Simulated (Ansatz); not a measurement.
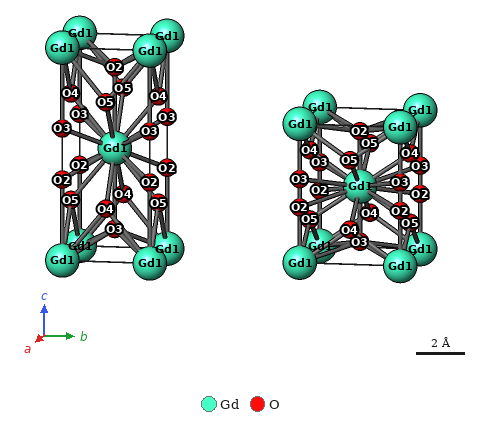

Two geometries of a crystal of GdO$_{4}$ (a generated structure, set up in I4/mmm) (coarse preliminary run), drawn at one scale. One is the start of a relaxation, the other its converged end. A ball-and-stick model of the conventional cell (2 times the calculation's cell), seen slightly off an axis. Lengths and directions refer to the drawn axes.

Theory: DFT PBE, scalar-relativistic, plane waves, PAW (Ansatz 0.2.0). (plane-wave cutoff 420 eV; k-point mesh 6 × 6 × 6; occupations gaussian; smearing width 0.1 eV; collinear spin; cell and atoms relaxed; force threshold 0.04 eV/Å; at most 70 steps)

### Which geometry has the lower energy?

The right one is the relaxed one. After 14 accepted moves (17 points after the start) the energy has fallen by 5.626 eV per cell of the calculation. Largest force component: 2 eV/Å at the start, 0.0046 eV/Å at the end. Pressure: −14.71 GPa at the start and −0.02 GPa at the end. At 3 points the geometry stayed and the basis and grid were re-selected for the new cell (energy shift of 0.194 eV per cell of the calculation at most each time). The largest moves relative to the cell, 0.11 Å, are those of O2 and O3. O2 goes along +c. Gd stays in place. The volume changes by −14.0 %, with a = b 3.765 → 4.325 Å (+14.9 %), c 9.116 → 5.944 Å (−34.8 %). Among the contacts that change: Gd1–O2 3.464 → 2.366 Å, O2–O3 2.188 → 1.212 Å, Gd1–O4 2.956 → 2.624 Å, Gd1–O2 (another image) 2.878 → 3.118 Å. New bonds form: O2–O3 (2.19 → 1.21 Å). Bond angles that change, for instance: Gd1–O4–Gd1 79.1° → 111.0°, Gd1–O2–Gd1 135.3° → 157.6°, Gd1–O4–Gd1 126.5° → 108.7°. The space group stays I4/mmm (No. 139). The run may lie on a higher electronic state than the lowest, so the end point isn't shown to be the ground-state structure.
